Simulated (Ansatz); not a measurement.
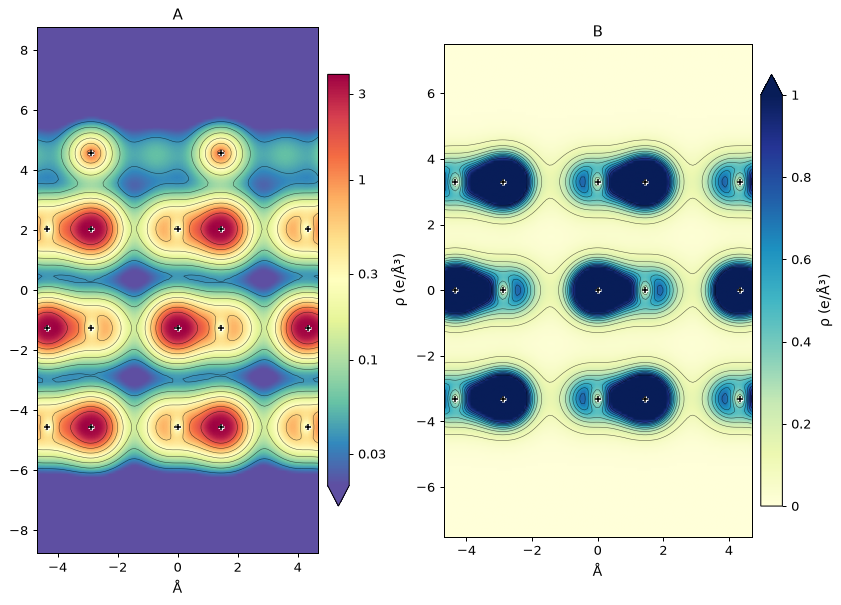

The valence electron density of 2 systems, each on a plane through atoms (crosses mark nuclei in the plane).

Method: Ansatz 0.2.0, DFT PBE+D3(BJ), scalar-relativistic, plane waves, PAW.

System 1: BN (slab), the (110) plane of the calculation cell, a cut from vacuum to vacuum. 

```yaml
crystal:
  lattice:
    - [2.50644, 0.00000, 0.00000]
    - [-1.25322, 2.17064, 0.00000]
    - [0.00000, 0.00000, 23.61685]
  atoms:
    - { symbol: B, position: [0.33333, 0.66667, 0.35991] }
    - { symbol: N, position: [0.66667, 0.33333, 0.35991] }
    - { symbol: B, position: [0.66667, 0.33333, 0.50000] }
    - { symbol: N, position: [0.33333, 0.66667, 0.50000] }
    - { symbol: B, position: [0.33333, 0.66667, 0.64009] }
    - { symbol: N, position: [0.66667, 0.33333, 0.64009] }
```

System 2: B3HN3 (slab), the (110) plane of the calculation cell, a cut from vacuum to vacuum. The program warned that a starting moment wasn't kept; spin-polarised.

```xyz
7
Lattice="2.5064 0.0000 0.0000 -1.2532 2.1706 0.0000 0.0000 0.0000 25.6168" Properties=species:S:1:pos:R:3 pbc="T T T"
B     0.0000    1.4471    8.4999
N     1.2532    0.7235    8.4999
B     1.2532    0.7235   11.8083
N     0.0000    1.4471   11.8083
B     0.0000    1.4471   15.1168
N     1.2532    0.7235   15.1168
H     1.2532    0.7235   17.6387
```

Match each panel to its system.

Panel A is system 2, B3HN3: the plane holds B, N and H. B–N (1.45 Å): ρ is about 1.8 e/Å³ halfway. Panel B is system 1, BN: the plane holds B and N. B–N (1.45 Å): ρ at the midpoint is about 1.8 e/Å³.
